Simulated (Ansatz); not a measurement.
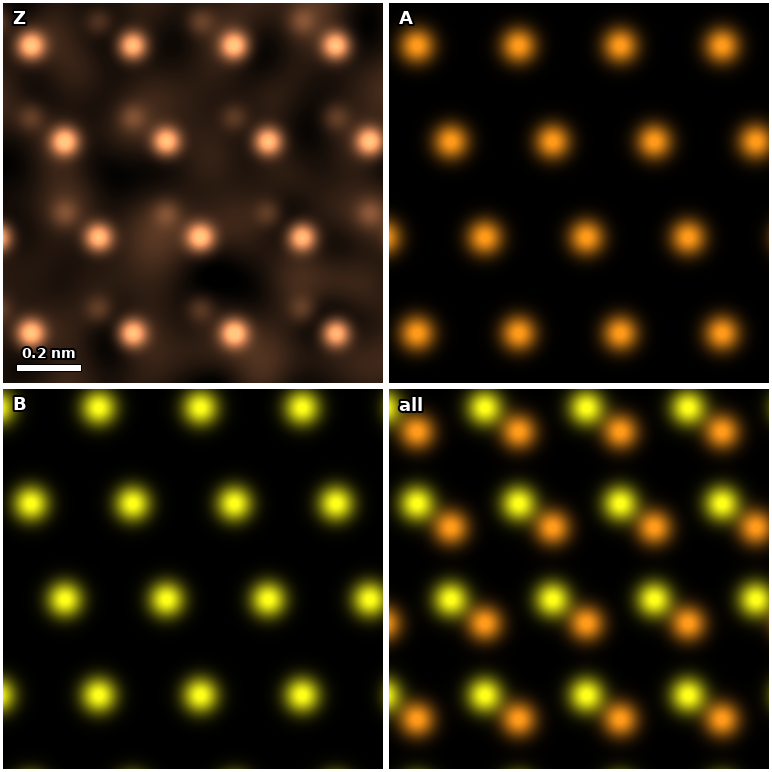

CaO (F-43m, No. 216) along [110]. Panel Z: Simulated incoherent Z contrast: every atom adds Z^1.6 spread by a probe of 0.73 Å full width; channelling and multiple scattering are left out. The speckle of an amorphous layer was added. The other panels are simulated element maps (the number of atoms of one element along the beam, blurred by 0.9 Å; each on its own scale, no channelling); the last overlays them. Structure: the geometry given to an electronic-structure calculation, possibly off equilibrium; the starting structure was generated, so it need not be a known form of this composition.

```
Ca O
1.0
     5.24366    0.00000    0.00000
     0.00000    5.24366    0.00000
     0.00000    0.00000    5.24366
Ca O
4 4
Direct
  0.00000 0.00000 0.00000
  0.00000 0.50000 0.50000
  0.50000 0.00000 0.50000
  0.50000 0.50000 0.00000
  0.25000 0.25000 0.75000
  0.25000 0.75000 0.25000
  0.75000 0.25000 0.25000
  0.75000 0.75000 0.75000
```

Which element does each lettered map show?

Answer. A: Ca, B: O. The projected cell (3.21 × 3.21 Å, 109°) holds 2 columns: 1 of Ca and 1 of O. No column is shared by two of the mapped elements.
